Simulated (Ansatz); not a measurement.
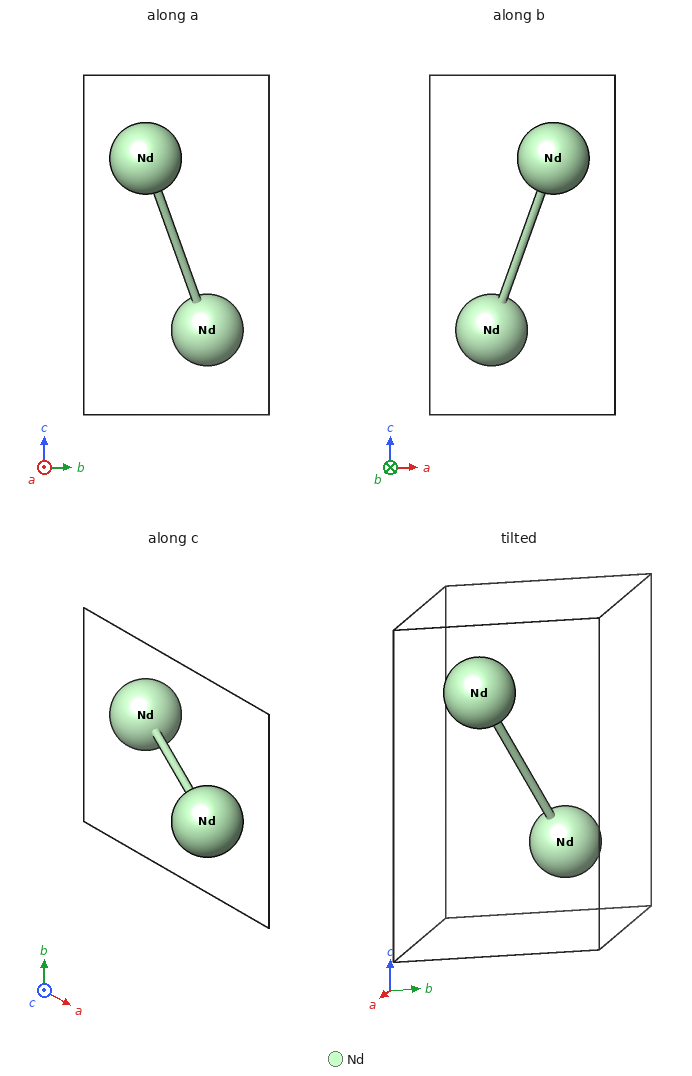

View along the a axis, along the b axis, along the c axis and slightly off an axis, drawn as a ball-and-stick model. The lines enclose the unit cell; boundary atoms appear with their images.

Lattice parameters: a = 3.6940 Å, b = 3.6940 Å, c = 5.8709 Å, α = 90.000°, β = 90.000°, γ = 120.000°.

Set out the cell and atoms as a CIF in P1 with every atom of the cell, with free fractional coordinates to two decimals.

Answer.
```cif
data_structure
_symmetry_space_group_name_H-M 'P 1'
_symmetry_Int_Tables_number 1
_cell_length_a 3.6940
_cell_length_b 3.6940
_cell_length_c 5.8709
_cell_angle_alpha 90.000
_cell_angle_beta 90.000
_cell_angle_gamma 120.000
_cell_volume 69.38
loop_
_atom_site_label
_atom_site_type_symbol
_atom_site_fract_x
_atom_site_fract_y
_atom_site_fract_z
_atom_site_occupancy
Nd1 Nd 0.33 0.67 0.25 1
Nd2 Nd 0.67 0.33 0.76 1
```

Provenance: a structure type filled with this element by a generator (whether the element takes this form wasn't checked). The cell was then strained or its atoms displaced on purpose. It was set up as input for a calculation with Ansatz.
